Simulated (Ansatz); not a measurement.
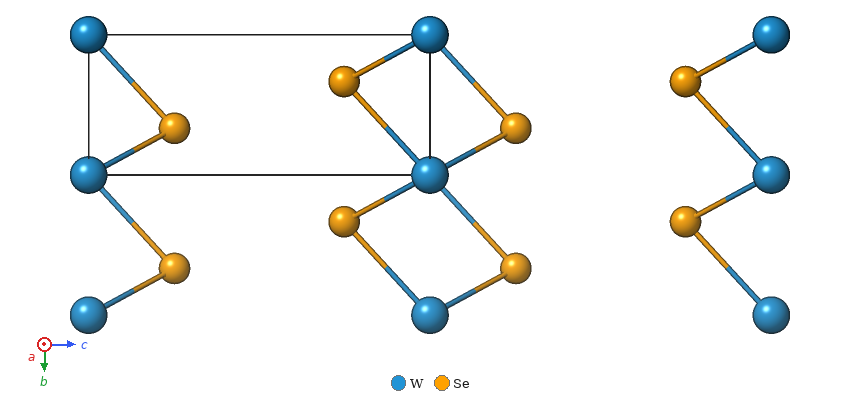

Projection along an edge of the hexagonal mesh, stacking direction c to the right. Every atom sits on one of the three columns of the mesh; call them A, B, C in the order in which they first turn up. The sequence starts with the first layer at or above the cell's origin.

WSe₂ (space group P-3m1, No. 164). Coordinates: the end point of a relaxation with DFT, PBEsol, plane waves, PAW in Ansatz; the starting structure was generated, so it need not be a known form of this composition.

### List the layers of one repeat.

W(A) – Se(B) – Se(C) (three layers in 6.84 Å).

### How are the Se layers alone stacked?

Se layers alone: BC, the hexagonal type.

### Which positions between or in the Se layers do the other atoms fill?

W: one octahedral site in each hexagonal cell. One of the two gaps between Se layers is empty, 3.40 Å wide.

### What short polytype symbol fits?

Polytype symbol 1T, the symbol of a layered MX2 polytype (number of slabs in the repeat and lattice).

Heights of the layers:

```json
{"layer": "1", "atoms (column)": "W(A)", "height (Å)": "0.00", "to next (Å)": "1.72"}
{"layer": "2", "atoms (column)": "Se(B)", "height (Å)": "1.72", "to next (Å)": "3.40"}
{"layer": "3", "atoms (column)": "Se(C)", "height (Å)": "5.12", "to next (Å)": "1.72"}
```
